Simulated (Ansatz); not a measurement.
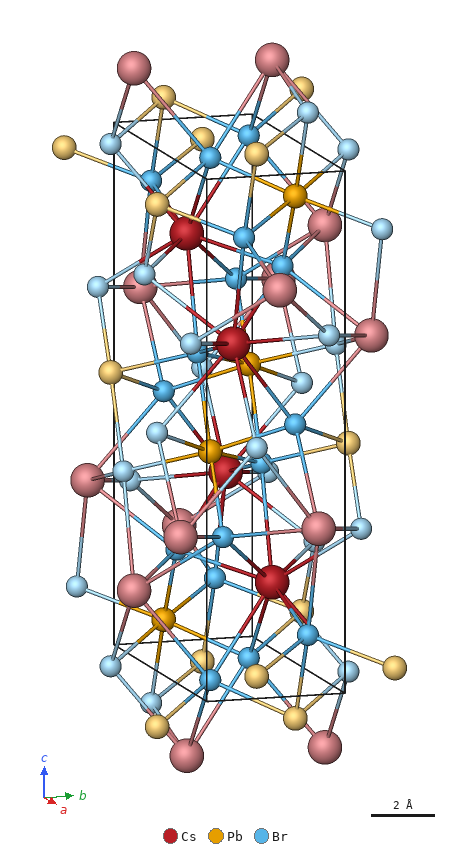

The crystal in a ball-and-stick representation, seen slightly off an axis. The wireframe shows the conventional unit cell. Atoms of adjacent cells appear where they bond to atoms in the box, in fainter colours.

CsPbBr₃, space group Pnma (No. 62), a = 9.856 Å, b = 4.610 Å, c = 16.944 Å, α = 90.00°, β = 90.00°, γ = 90.00°. Provenance: a structure listed in the Materials Project. Earlier steps of the study may have refined or changed the cell and positions. Ansatz was used for an electronic-structure calculation on it.

This one geometry was computed with Ansatz (DFT, plane waves, PAW) at five levels of theory: PBE with spin-orbit coupling, HSE06, PBE, r2SCAN and PBE0. It was relaxed beforehand with r2SCAN.

Question: How does the band gap change with the level of theory?

Answer: PBE with spin-orbit coupling: a gap of 2.41 eV, indirect; PBE: a gap of 2.88 eV, indirect; r2SCAN: a gap of 3.28 eV, indirect; HSE06: a gap of 3.72 eV, indirect; PBE0: a gap of 4.40 eV, indirect.

Question: Collect the results in a table.

Answer:
| level | cutoff (eV) | k-mesh of the run's cell | gap (eV) | pressure (GPa) |
| --- | --- | --- | --- | --- |
| PBE with spin-orbit coupling | 420 | 4×6×2 | 2.41 | 0.7 |
| HSE06 | 420 | 2×4×2 | 3.72 | 0.3 |
| PBE | 420 | 4×6×2 | 2.88 | 0.7 |
| r2SCAN | 500 | 4×6×2 | 3.28 | 0.0 |
| PBE0 | 420 | 2×4×2 | 4.40 | 0.2 |

Gaps are taken on the k-mesh or band path of each run.
